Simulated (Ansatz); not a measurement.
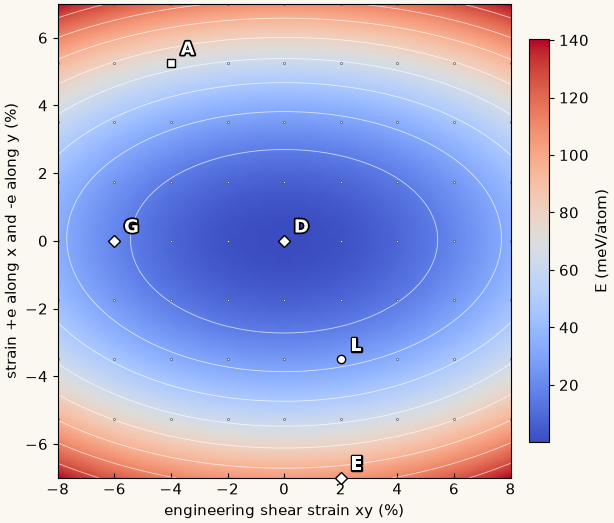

Si (P6_3/mmc, No. 194; 4 atoms in the cell). The energy is mapped over two homogeneous strains (x along [1 0 0], y along [1 2 0], z along [0 0 1] of the conventional cell). The first coordinate is: engineering shear strain xy; the second: strain +e along x and -e along y. Nothing is relaxed (fractional coordinates fixed). The scan uses a 9 × 9 grid; 45 points were computed and 36 follow by symmetry. Points are written as (first, second). Energies: meV/atom, counted from the lowest grid point. The band gap closes in part of the range. Computed with DFT PBE, scalar-relativistic, plane waves, PAW in Ansatz. Settings: cutoff 420 eV, k-mesh 12×12×6 in the order of the run's cell vectors, gaussian smearing 0.05 eV, no spin polarisation.

Drawn: a smooth colour map with a few white contour lines, dots at the grid points, lettered points. Between grid points the surface is interpolated.

> Is G the lowest point of the computed grid?

No. G lies 20 meV/atom above the lowest grid point, which is at (0 %, 0.00 %).

> What kind of point is each of A, D, L: minimum, saddle, maximum or slope?

A: on a slope; D: minimum; L: on a slope. (In these two coordinates alone; a stationary point may lie a little off the grid point.)

PAW datasets: the set soft_1.
